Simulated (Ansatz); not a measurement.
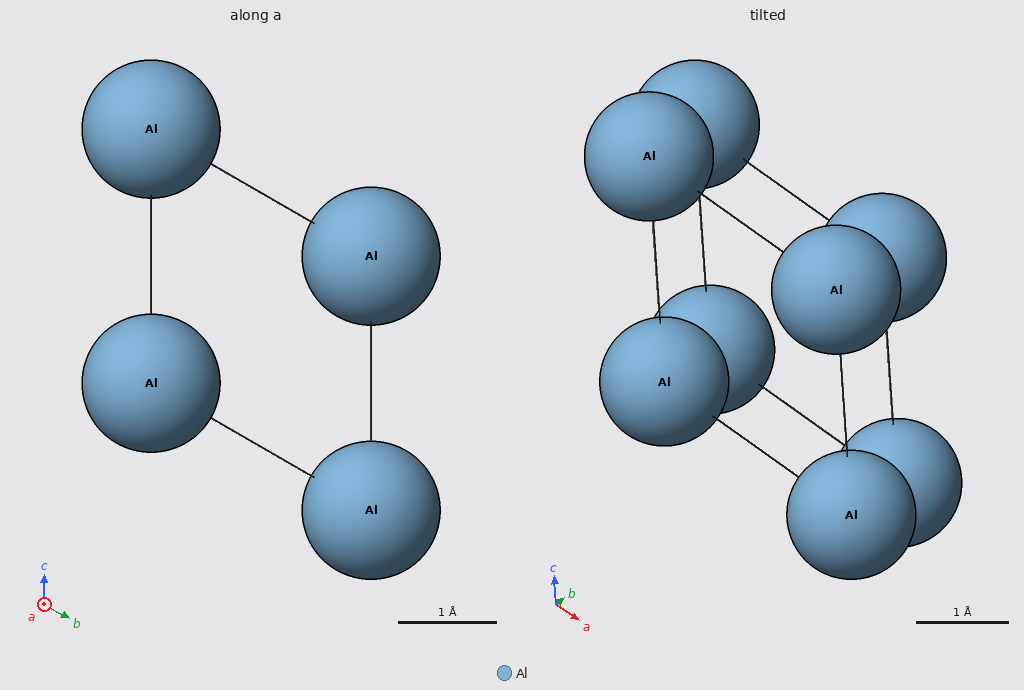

Spheres-only model, viewed along the a axis and slightly off an axis. Atoms at the boundary of the simulation cell (the box) are drawn once for each face, edge or corner they touch.

Input deck:
```yaml
crystal:
  lattice:
    - [-1.59121869, 1.59121869, 1.59121869]
    - [1.59121869, -1.59121869, 1.59121869]
    - [1.59121869, 1.59121869, -1.59121869]
  atoms:
    - { symbol: Al, position: [0.0, 0.0, 0.0] }
basis:
  ecutwfc: 500
kpoints:
  mp_grid: { grid: [20, 20, 20] }
hamiltonian:
  xc: r2scan
scf:
  occupations: { method: gaussian, width: 0.15 }
output:
  forces: true
  stress: true
  eigenvalues: true
  write_density: true
  write_potential: true
  elf: true
  volumetric_format: npy
```
Run as:
```sh
ansatz run input.yaml --threads 1 --pin off --max-ram 2560MiB --backend cpu --events-out ev --progress --plain --runs-dir out
```

Results below were computed with DFT r2SCAN, scalar-relativistic, plane waves, PAW in Ansatz 0.2.0; the settings were plane waves to 500 eV, a 20×20×20 sampling of the Brillouin zone, Gaussian smearing of 0.15 eV, no spin polarisation.

> What does the calculation say: metal or gapped?

A metal: bands cross the Fermi level.

> What is the computed pressure?

The computed pressure is 0.5 GPa (compressed: it would expand).

The cell started as a structure listed in the Materials Project. Earlier steps of the study may have refined or changed the cell and positions. An electronic-structure calculation with Ansatz was run on it.
